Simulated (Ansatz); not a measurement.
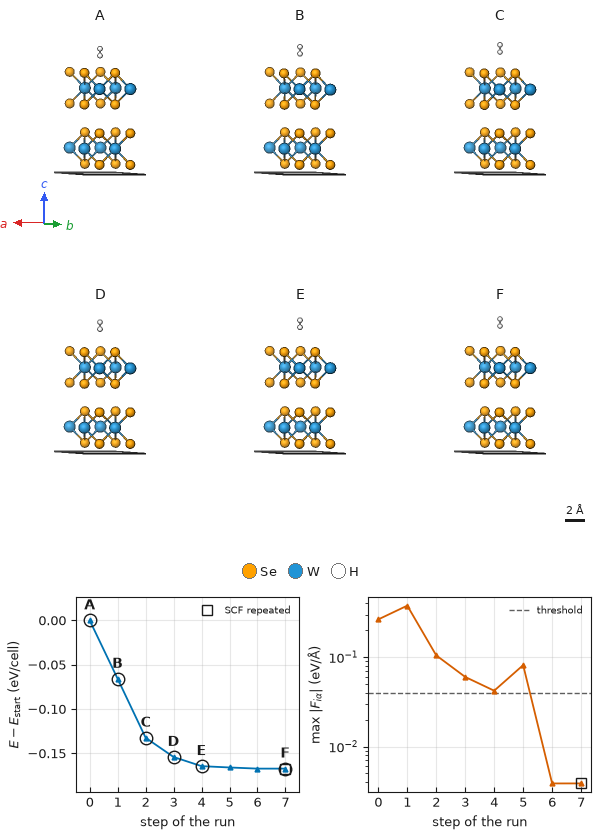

Frames of a constrained relaxation of a slab of composition HW4Se8 (cut from the P6_3/mmc phase), marked on the history of the run. A ball-and-stick model of the cell of the calculation, outlined in the plane, without the vacuum (origin shifted), seen from a free direction.

Case: 1 H2 a cell, upright, over a hollow Se-Se-Se site. The slab is the (0 0 1) face of WSe2 with H2 on it. 12 atoms are held fixed.

Level of theory: DFT PBE+D3(BJ), scalar-relativistic, plane waves, PAW (Ansatz 0.2.0). Settings: plane-wave cutoff 420 eV; k-point mesh 3 × 3 × 1; occupations gaussian; smearing width 0.05 eV; no spin polarisation; dipole correction; atoms relaxed in a fixed cell; force threshold 0.04 eV/Å; at most 100 steps.

Question: What happens along the run?

Answer: The largest moves, 0.92 Å, are those of H atoms. W and Se stay in place. The cell doesn't change. Over 6 accepted moves (7 points after the start) the energy falls by 0.167 eV per cell of the calculation. The largest force component goes from 0.26 to 0.0039 eV/Å. 1 step only repeated the SCF at the same geometry. Cost: 4.1 min on 4 threads of Arm Neoverse V2, with other jobs on the host, peak memory 3 GiB. From step 0 to 1: H atoms move most (0.20 Å), energy −65.9 meV per cell of the calculation. From step 1 to 2: H atoms move most (0.20 Å), energy −66.4 meV per cell of the calculation. From step 2 to 3: H atoms move most (0.19 Å), energy −21.7 meV per cell of the calculation. From step 3 to 4: H atoms move most (0.20 Å), energy −10.3 meV per cell of the calculation. From step 4 to 7: H atoms move most (0.13 Å), energy −2.8 meV per cell of the calculation.

Limits of the set-up: the periodic images lie only 6.6 Å apart, so the values are limited by the cell's size.
